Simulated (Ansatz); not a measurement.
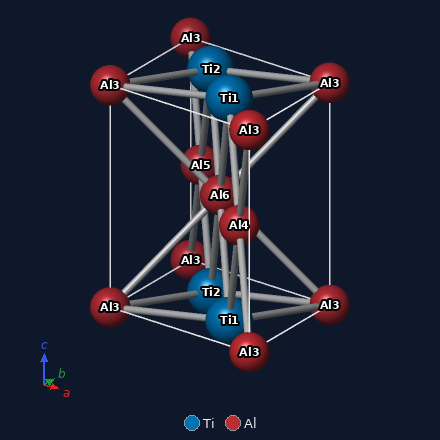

The system is TiAl2 (Cmmm, No. 65; 6 atoms in the cell); the picture shows the reference structure. 
- The energy is mapped over volume and the cell's shape.
- Coordinates scanned: (1) volume per atom; (2) stretch along c over the lengths across it, relative to the relaxed cell.
- Nothing is relaxed (fractional coordinates fixed).
- The scan uses a 7 × 7 grid.
- Points are written as (first, second).
- Energies: meV/atom, counted from the lowest grid point.
- These are results of Ansatz 0.2.0, DFT LDA, scalar-relativistic, plane waves, PAW, not measurements. Settings: cutoff 520 eV, k-mesh 12×12×12, gaussian smearing 0.15 eV, no spin polarisation.

Its coordinates:

```
CELL_PARAMETERS angstrom
1.93175 -5.97317 0.00000
1.93175 5.97317 0.00000
0.00000 0.00000 3.93110
ATOMIC_POSITIONS crystal
Ti 0.65606 0.34394 0.00000
Ti 0.34394 0.65606 0.00000
Al 0.00000 0.00000 0.00000
Al 0.82698 0.17302 0.50000
Al 0.17302 0.82698 0.50000
Al 0.50000 0.50000 0.50000
```

Range: volume per atom from 13.30 to 16.93 Å³; stretch along c over the lengths across it, relative to the relaxed cell from 0.923 to 1.083.

**Predict the map.**

The lowest grid point is at (15.12 Å³, 1.000). It is the only kind of minimum in the scanned range. The highest grid point, (13.30 Å³, 1.083), lies 140 meV/atom above the lowest. Round the minimum the two coordinates are nearly uncoupled.

```tsv
second ↓, first →	13.30	13.91	14.52	15.12	15.72	16.33	16.93
1.083	140	78	43	30	37	58	92
1.055	120	58	25	13	21	43	78
1.027	107	47	14	3	12	35	70
1.000	102	42	10	0	9	32	68
0.974	104	45	13	3	12	35	72
0.948	113	53	21	12	20	44	80
0.923	127	68	36	26	34	57	93
```

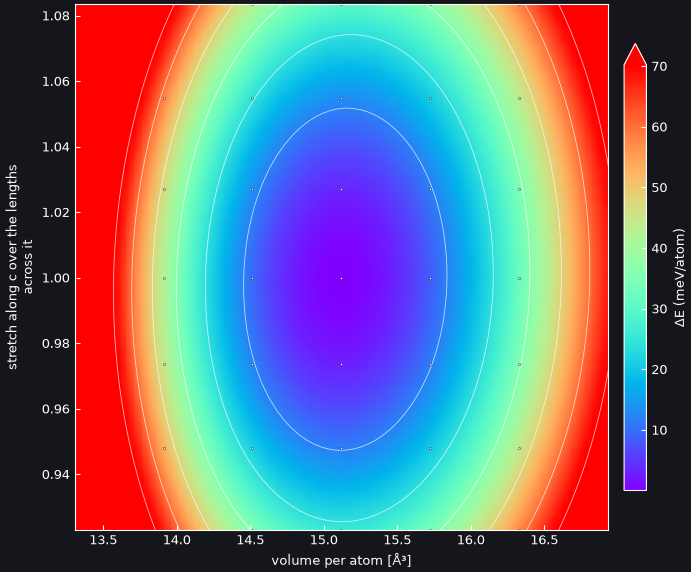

Drawn: a smooth colour map with a few white contour lines, dots at the grid points, one colour for all values above the top of the scale. Between grid points the surface is interpolated.

Time for the 49 points that were run: 13 min on 4 threads of Arm Neoverse V1 (shared host).

PAW datasets: the set soft_1.
